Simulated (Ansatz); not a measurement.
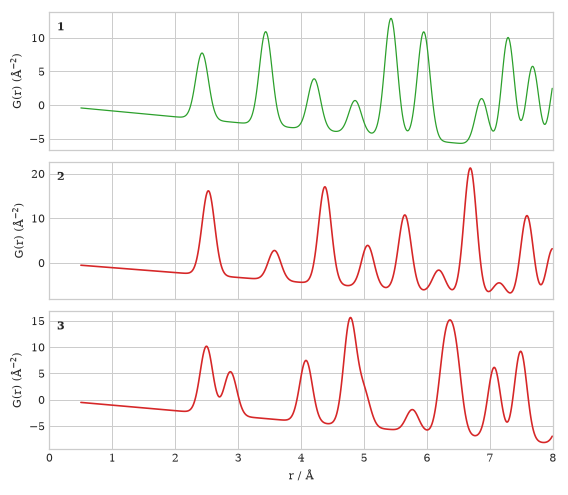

Simulated X-ray pair distribution function, G(r) = R(r)/r − 4πρ₀r, summed over the atomic distances of the structure with each pair weighted by the product of the atomic numbers (X-ray weights at Q = 0); every distance is a Gaussian of σ = 0.10 Å.

Candidate structures:

A. 
```yaml
crystal:
  lattice:
    - [3.57626, 0.00000, 0.00000]
    - [0.00000, 3.57626, 0.00000]
    - [0.00000, 0.00000, 3.57626]
  atoms:
    - { symbol: Cu, position: [0.00000, 0.00000, 0.00000] }
    - { symbol: Cu, position: [0.00000, 0.50000, 0.50000] }
    - { symbol: Cu, position: [0.50000, 0.00000, 0.50000] }
    - { symbol: Cu, position: [0.50000, 0.50000, 0.00000] }
```

B. 
Space group Im-3m (No. 229). a = 2.885 Å, b = 2.885 Å, c = 2.885 Å, α = 90.00°, β = 90.00°, γ = 90.00°
| atom | site | symmetry | x | y | z |
| --- | --- | --- | --- | --- | --- |
| Cu | 2a | m-3m | 0.0000 | 0.0000 | 0.0000 |

C. 
```cif
data_structure
_symmetry_space_group_name_H-M 'P 1'
_symmetry_Int_Tables_number 1
_cell_length_a 2.4300
_cell_length_b 2.4300
_cell_length_c 2.4300
_cell_angle_alpha 90.000
_cell_angle_beta 90.000
_cell_angle_gamma 90.000
_cell_volume 14.35
loop_
_atom_site_label
_atom_site_type_symbol
_atom_site_fract_x
_atom_site_fract_y
_atom_site_fract_z
_atom_site_occupancy
Cu1 Cu 0.00000 0.00000 0.00000 1
```

Origins: A, the input geometry of an electronic-structure calculation (not necessarily at equilibrium); B, the input geometry of an electronic-structure calculation (not necessarily at equilibrium); the starting structure was generated, so it need not be a known form of this composition; C, the end point of a relaxation with DFT, revPBE, plane waves (420 eV) with PAW, scalar-relativistic (Ansatz 0.2.0); the starting structure was generated, so it need not be a known form of this composition.

Question: Which PDF belongs to which candidate?

Answer: curve 1 is C (Cu, first clear peaks at 2.43 Å (Cu–Cu) and 3.44 Å (Cu–Cu)); curve 2 is A (Cu, first clear peaks at 2.53 Å (Cu–Cu) and 3.58 Å (Cu–Cu)); curve 3 is B (Cu, first clear peaks at 2.50 Å (Cu–Cu) and 2.88 Å (Cu–Cu)).
